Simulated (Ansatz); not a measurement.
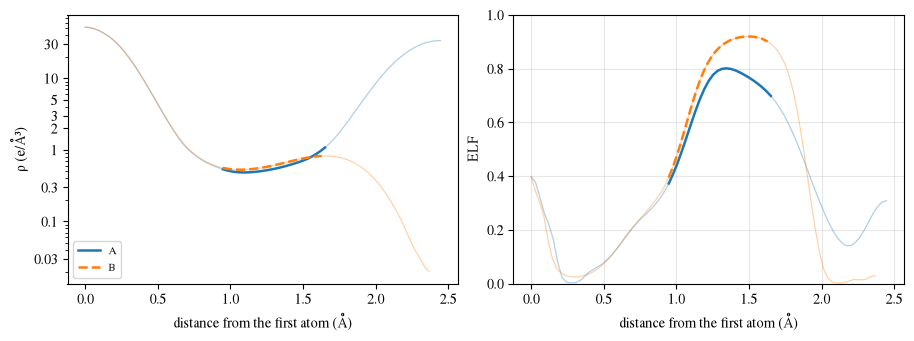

Figure. Ga2AsP. Valence pseudo-density and ELF along straight lines between neighbouring atoms. Thin, pale parts lie inside the atomic spheres.

Space group I-42d; started from the ordered alloy on zincblende lattice prototype, which need not be the ambient phase.

Method: DFT, r2SCAN, plane waves, PAW in Ansatz.

Core electrons are frozen (PAW), and the valence fields are smoothed inside the atomic spheres.

Which curve belongs to which contact (Ga–As and Ga–P)? The first atom named is at distance zero.

Answer. Curve A: Ga–As (2.45 Å): ρ is about 0.51 e/Å³ halfway; the ELF peaks at about 0.80 between the atoms, as expected for localised, covalent bonding. Curve B: Ga–P (2.37 Å): ρ at the midpoint is about 0.55 e/Å³; the ELF peaks at about 0.90 in the valence shell of P, 0.9 Å from its nucleus, and is about 0.80 at the midpoint.
